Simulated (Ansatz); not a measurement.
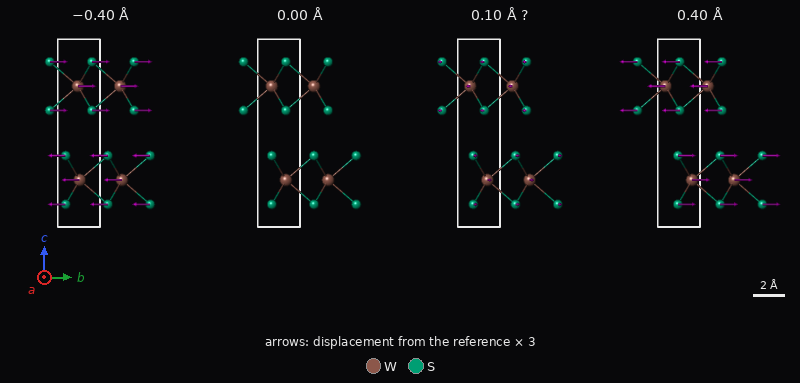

Energy scan for a crystal of WS₂ (P6_3/mmc), in which a normal mode at the zone centre (one arbitrary combination within a set of 2 degenerate modes) is frozen in with the cell fixed, the amplitude being the largest displacement of an atom. A ball-and-stick model of the cell of the calculation, repeated 2 × 2 × 1 with one cell outlined, seen along the a axis. Purple arrows: displacements from the reference.

The calculation used DFT PBE+D3(BJ), scalar-relativistic, plane waves, PAW in Ansatz. (plane-wave cutoff 420 eV; k-point mesh 12 × 12 × 4; occupations gaussian; smearing width 0.05 eV; no spin polarisation). Energies (free energies at the smearing named) are counted from the relaxed crystal.

| largest displacement (Å) | energy change (meV/cell) |
| --- | --- |
| −0.40 | 152.5 |
| −0.30 | 85.2 |
| −0.20 | 36.5 |
| −0.10 | 8.5 |
| 0.00 | 0.0 |
| 0.10 | ? |
| 0.20 | 23.1 |
| 0.30 | 42.5 |
| 0.35 | 51.5 |
| 0.40 | 59.1 |

Estimate the missing energy from the other rows, and compare with the calculation.

Answer. A straight line between the two neighbours gives 11.6 meV/cell. A cubic through the four nearest rows (−0.10, 0.00, 0.20, 0.30) gives, with Lagrange weights, (−0.1667)(8.5) + (0.6667)(0.0) + (0.6667)(23.1) + (−0.1667)(42.5) = 6.9 meV/cell. The calculation gives 6.8 meV/cell, so the cubic is 0.1 meV/cell too high and the straight line 4.8 meV/cell too high, as the curve bends upwards here.

The whole profile:

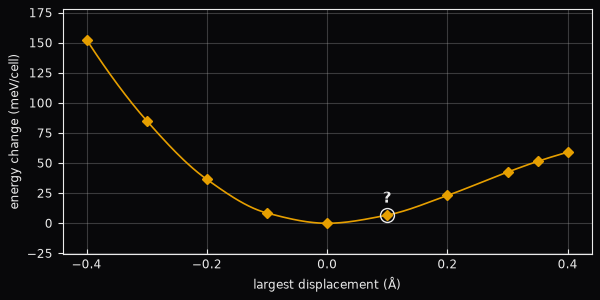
